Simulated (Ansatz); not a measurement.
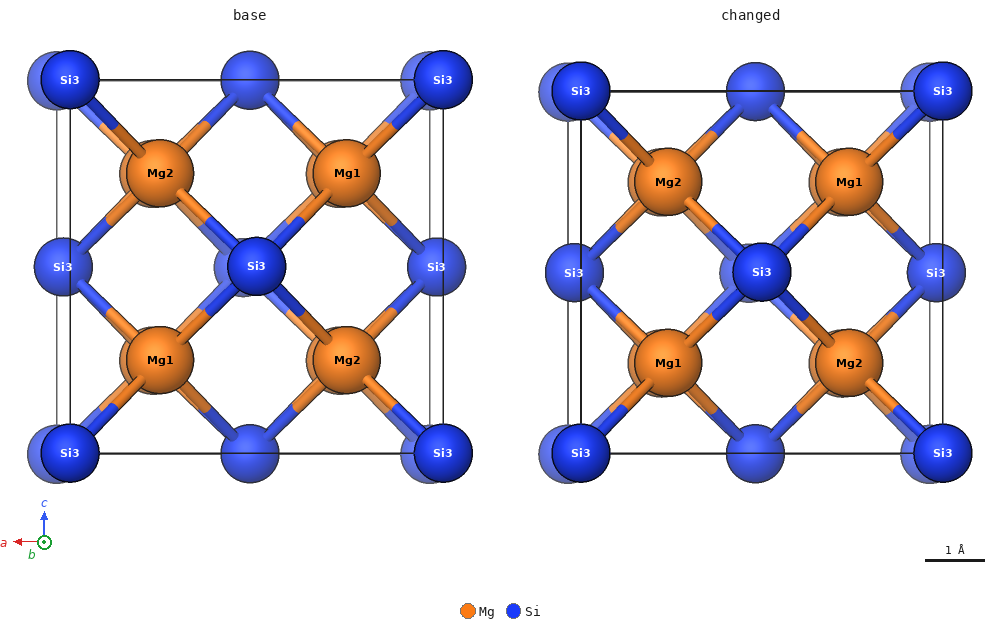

Left: a symmetric starting cell of Mg2Si. Right: the same structure after one change, at the same scale. Style: ball-and-stick. Shown: the conventional cell (4 times the calculation's cell), from a free direction. Lengths and directions refer to the drawn axes.

Method: Ansatz, DFT PBE, scalar-relativistic, plane waves, PAW. (plane-wave cutoff 420 eV; k-point mesh 10 × 10 × 10; occupations gaussian; smearing width 0.05 eV; no spin polarisation)

Question: What was changed?

Answer: All lengths are scaled by −3.0 % (volume −8.8 %), the atoms keeping their fractional coordinates. No relaxation follows. The starting cell wasn't computed here and needn't be at equilibrium, so pressure and forces aren't due to the change alone.

Question: What does the change do?

Answer: The pressure is 5.1 GPa (not all of it need come from the change, since the unchanged cell can be under pressure at this level too). All forces vanish by symmetry. Near-neighbour distances before and after: Mg–Si 2.767 → 2.683 Å. The space group stays Fm-3m (No. 225).
